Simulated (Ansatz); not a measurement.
# Pt5Se9 (cell charge +2, with a compensating background) (cell with a defect): what the fields show

Input

```
crystal:
  lattice:
    - [-5.6273392766, -3.2489458462, 6.5013337589]
    - [5.6273392766, -3.2489458462, 6.5013337589]
    - [0.0, 6.4978916924, 6.5013337589]
  atoms:
    - { symbol: Pt, position: [0.670316892, 0.3357213767, 0.0006433607] }
    - { symbol: Pt, position: [0.6703133012, 0.0019994582, 0.3343668242] }
    - { symbol: Pt, position: [0.3377946558, 0.6656531518, -0.0040641209] }
    - { symbol: Pt, position: [1.0085940012, 1.0099024251, 0.0064614215] }
    - { symbol: Pt, position: [0.3351202336, 0.3273217718, 0.3260990324] }
    - { symbol: Pt, position: [0.6715829142, 0.6637184421, 0.6623631426] }
    - { symbol: Pt, position: [0.3377928521, -0.0027070773, 0.6642960052] }
    - { symbol: Pt, position: [1.0044080228, 0.6633582329, 0.3250196219] }
    - { symbol: Pt, position: [1.0044100387, 0.3263771861, 0.6620072992] }
    - { symbol: Se, position: [0.7147848464, 0.7120977901, 0.3725255137] }
    - { symbol: Se, position: [0.7147866944, 0.3738786601, 0.710742501] }
    - { symbol: Se, position: [0.384067013, 0.0384620315, 0.3724730685] }
    - { symbol: Se, position: [0.0537691205, 0.3644024475, 0.3617022783] }
    - { symbol: Se, position: [0.3822460453, 0.7084523346, 0.7070955093] }
    - { symbol: Se, position: [0.7202972374, 0.0466446656, 0.0452913233] }
    - { symbol: Se, position: [0.3810122915, 0.376036142, 0.03679633] }
    - { symbol: Se, position: [0.0485069451, 0.0393844223, 0.7185174136] }
    - { symbol: Se, position: [0.0485063842, 0.7198793279, 0.0380281692] }
    - { symbol: Se, position: [0.6238939902, 0.2911025492, 0.2897491006] }
    - { symbol: Se, position: [0.6258717443, 0.9528134404, 0.6225660232] }
    - { symbol: Se, position: [0.2924577646, 0.6176493281, 0.2853095766] }
    - { symbol: Se, position: [0.9568327601, 0.9602602664, 0.3012274776] }
    - { symbol: Se, position: [0.2924588217, 0.2866654112, 0.6162976068] }
    - { symbol: Se, position: [0.6258765647, 0.6239197257, 0.9514568801] }
    - { symbol: Se, position: [0.3001790547, 0.9545743549, 0.9536805681] }
    - { symbol: Se, position: [0.9617083157, 0.6148094884, 0.6134562729] }
    - { symbol: Se, position: [0.9604552793, 0.3043071871, 0.955158963] }
    - { symbol: Pt, position: [0.038868845, 0.2029080882, 0.2035980185] }
  host:
    lattice:
      - [3.7515595178, 0.0, 0.0]
      - [-1.8757797589, 3.2489458462, 0.0]
      - [0.0, 0.0, 6.5013337589]
    atoms:
      - { symbol: Pt, position: [0.0, 0.0, 0.0] }
      - { symbol: Se, position: [0.6666666667, 0.3333333333, 0.7990307871] }
      - { symbol: Se, position: [0.3333333333, 0.6666666667, 0.2009692129] }
total_charge: 2
basis:
  ecutwfc: 420
  xc_grid: 2
kpoints:
  mp_grid: { grid: [2, 2, 2], shift: [0.5, 0.5, 0.5] }
hamiltonian:
  xc: pbe
scf:
  occupations: { method: gaussian, width: 0.01 }
output:
  forces: true
  stress: false
  eigenvalues: true
  charged_corrections:
    defect_position: [0.16666667, 0.16666667, 0.16666667]
    epsilon: [[17.6831, 0.0, 0.0], [0.0, 17.6831, 0.0], [0.0, 0.0, 5.238]]
  write_density: true
  write_potential: true
  elf: true
  volumetric_format: npy
relax:
  adjacent_minimum: "off"
  f_tol: 0.025
  max_steps: 45
```

Run with:

```sh
ansatz run input.yaml --threads 4 --pin off --max-ram 10240MiB --backend cpu --events-out ev --progress --plain --runs-dir out
```

The fields are those of the run's last geometry, not of the input's.

Level of theory: Ansatz 0.2.0, DFT PBE, scalar-relativistic, plane waves, PAW.

The density is the valence pseudo-density of a PAW calculation; it isn't the true density close to the nuclei.

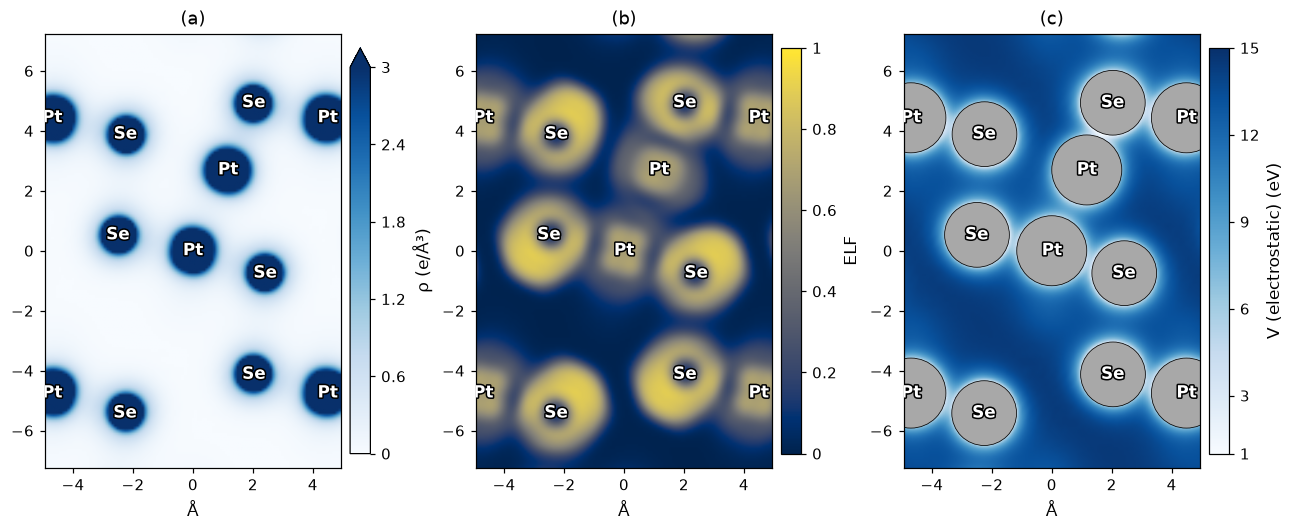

Figure 1. (a) valence pseudo-density; (b) ELF; (c) electrostatic potential (local pseudopotential plus Hartree) felt by an electron on the (011̄) plane of the calculation cell. Grey discs cover the atomic cores in the potential map.

> What does the map show?

The plane passes through Pt and Se nuclei. Pt–Se (2.40 Å): ρ at the midpoint is about 0.68 e/Å³; the ELF is about 0.45 at the midpoint. Pt–Se (2.51 Å): ρ at the midpoint is about 0.58 e/Å³; the ELF is about 0.50 at the midpoint. Pt–Se (2.55 Å): ρ is about 0.55 e/Å³ halfway; the ELF is about 0.50 at the midpoint. Between the atoms the lowest density in this plane is 0.004 e/Å³. The features right at Pt lie inside the PAW spheres, where the map follows smoothed inner orbitals and isn't to be read closely. Outside the cores the potential energy rises away from the atoms and is highest about 2.8 Å from the nearest atoms; its zero is arbitrary.

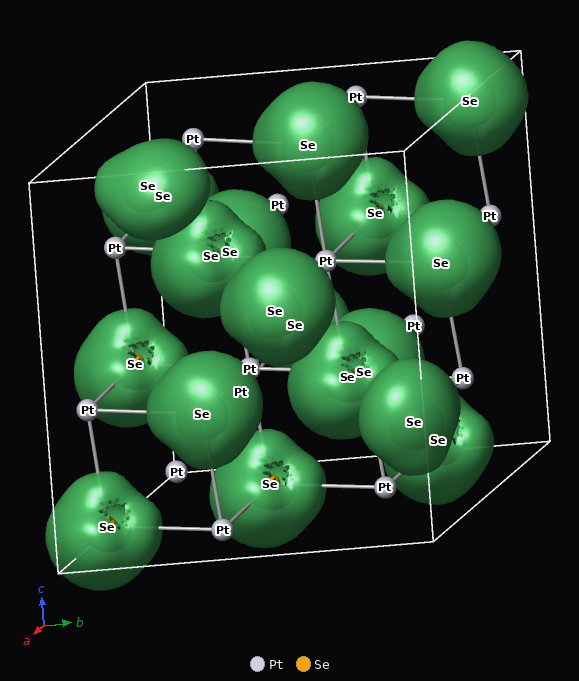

Figure 2. Isosurface of the ELF at 0.65 (green), seen slightly off an axis. Core shells and regions of very low density are left out. Sticks mark near contacts.

> Identify the bonds, lone pairs and shells in this picture.

The surface consists of 18 regions wrapped around Se (the valence shell of each), counted in one cell of 28 atoms. Any copies at cell faces, edges or corners count once. Along the contacts the grid gives the following. Pt–Se (2.45 Å): the ELF is about 0.40 at the midpoint.

> Metal or insulator at this level of theory?

It is gapless in this calculation (a metal or semimetal).
